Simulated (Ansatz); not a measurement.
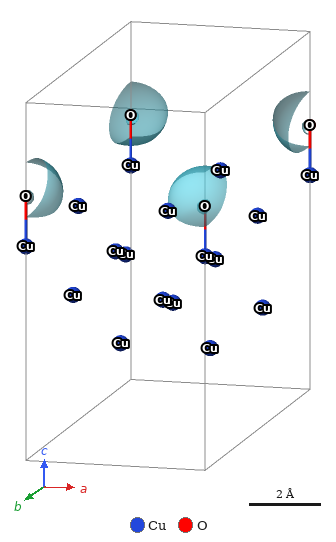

Figure. Cu12O (slab). Isosurface of the ELF at 0.55 (cyan), seen at an oblique angle. Only the valence region is drawn (cores and ρ < 0.01 e/Å³ removed). Sticks mark near contacts.

Computed without spin polarisation.

Computed with DFT PBE, scalar-relativistic, plane waves, PAW in Ansatz.

Core electrons are frozen (PAW), and the valence fields are smoothed inside the atomic spheres.

Identify the bonds, lone pairs and shells in this picture.

Answer. At this value the surface marks out one region wrapped around O (its valence shell), counted in one cell of 13 atoms. Counts are for one cell; the picture repeats the cell along the surface. Profiles from the grid: Cu–O (1.72 Å): the ELF peaks at about 0.80 in the valence shell of O, 0.5 Å from its nucleus, and is about 0.30 at the midpoint.

Does the calculation make it a metal, or give it a gap?

Answer. It is gapless in this calculation (a metal or semimetal).
